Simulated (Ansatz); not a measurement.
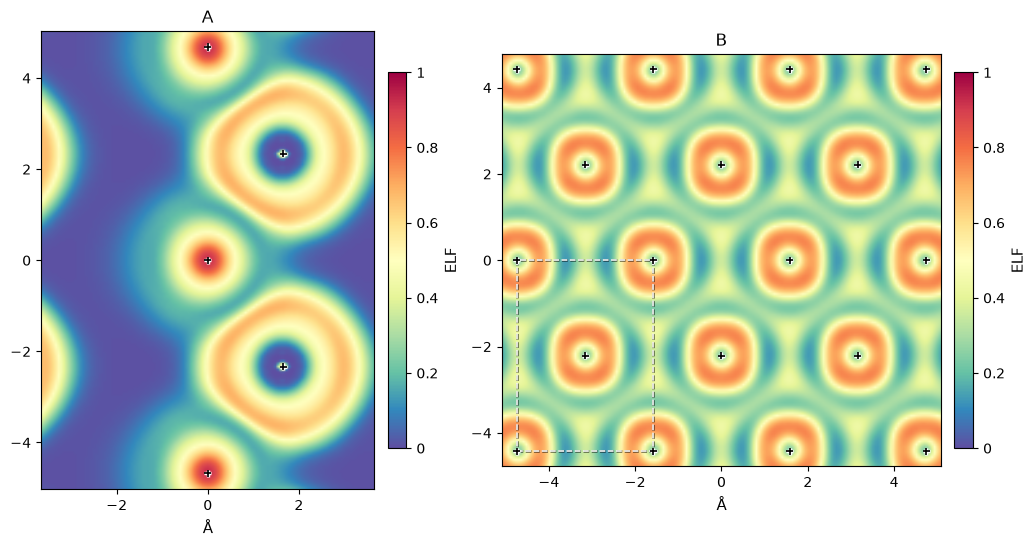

The ELF of 2 systems, each on a plane through atoms (crosses mark nuclei in the plane).

Level of theory: DFT PBE, scalar-relativistic, plane waves, PAW in Ansatz 0.2.0.

System 1: Mo, the (101̄) plane of the conventional cell. Space group I4/mmm; changed on purpose from its base cell (strain -0.0200 x Voigt [0, 1, 0, 0, 0, 0], atoms carried along); computed pressure about 6 GPa in this cell; computed without spin polarisation.

```
Mo
1.0
     0.00000    0.00000    3.16044
     3.16044    0.00000    0.00000
     0.00000    3.09723    0.00000
Mo
2
Direct
  0.00000 0.00000 0.00000
  0.50000 0.50000 0.50000
```

System 2: CdTe, the (101) plane of the conventional cell. Space group F-43m.

```yaml
crystal:
  lattice:
    - [6.61737, 0.00000, 0.00000]
    - [0.00000, 0.00000, -6.61737]
    - [0.00000, 6.61737, 0.00000]
  atoms:
    - { symbol: Cd, position: [0.50000, 0.50000, 0.00000] }
    - { symbol: Cd, position: [0.00000, 0.50000, 0.50000] }
    - { symbol: Cd, position: [0.00000, 0.00000, 0.00000] }
    - { symbol: Cd, position: [0.50000, 0.00000, 0.50000] }
    - { symbol: Te, position: [0.25000, 0.75000, 0.25000] }
    - { symbol: Te, position: [0.75000, 0.75000, 0.75000] }
    - { symbol: Te, position: [0.75000, 0.25000, 0.25000] }
    - { symbol: Te, position: [0.25000, 0.25000, 0.75000] }
```

**Which map belongs to which system?**

Panel A is system 2, CdTe: the plane holds Cd and Te. Cd–Te (2.87 Å): the ELF is about 0.50 at the midpoint and 0.15 at its lowest between the atoms. Panel B is system 1, Mo: the plane holds Mo. Mo–Mo (2.72 Å): the ELF is about 0.30 at the midpoint: no shared electron pair shows on this line.
